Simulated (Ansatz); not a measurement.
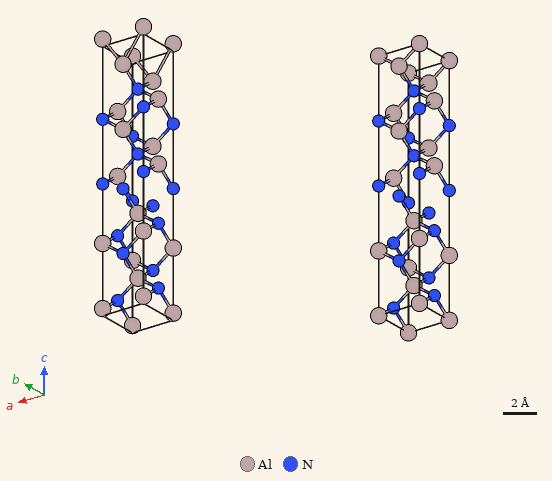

Two geometries of an interface cell of composition AlN, drawn at one scale. One is the start of a relaxation, the other its converged end. A ball-and-stick model of the cell of the calculation, reduced to other axes, seen from a free direction. Lengths and directions refer to the drawn axes.

Computed with DFT PBE, scalar-relativistic, plane waves, PAW (Ansatz). Settings: plane-wave cutoff 420 eV; k-point mesh 8 × 8 × 2; occupations gaussian; smearing width 0.05 eV; no spin polarisation; cell relaxed at fixed a, b, alpha, beta, gamma; force threshold 0.02 eV/Å; at most 45 steps.

Which of the two is the end point?

Answer. The left one is the relaxed one. Case: antiphase boundary on (0 0 1), species swapped. The largest moves relative to the cell, 0.49 Å, are those of Al atoms. By element the largest moves are Al 0.49 Å, N 0.47 Å. The drawn cell changes as follows: a = b unchanged at 3.114 Å, c 17.613 → 18.274 Å (+3.8 %); the volume changes by +3.8 %. Some distances before and after: Al–Al 1.907 → 2.629 Å, Al–N 1.907 → 1.918 Å. Among the angles between lasting bonds that change: Al–Al–Al 109.5° → 72.6°, N–Al–Al 109.5° → 118.1°. After 7 accepted moves (9 points after the start) the energy has fallen by 7.016 eV per cell of the calculation. The largest force component goes from 15 to 0.0051 eV/Å. Pressure: 15.20 GPa at the start and 1.54 GPa at the end. The SCF was repeated twice at an unchanged geometry on a basis and grid sized afresh for the cell, which shifted the energy by 26.3 meV per cell of the calculation at most. The run took 2.9 min on 2 threads of Arm Neoverse V2 (shared host), peak memory 0.65 GiB.
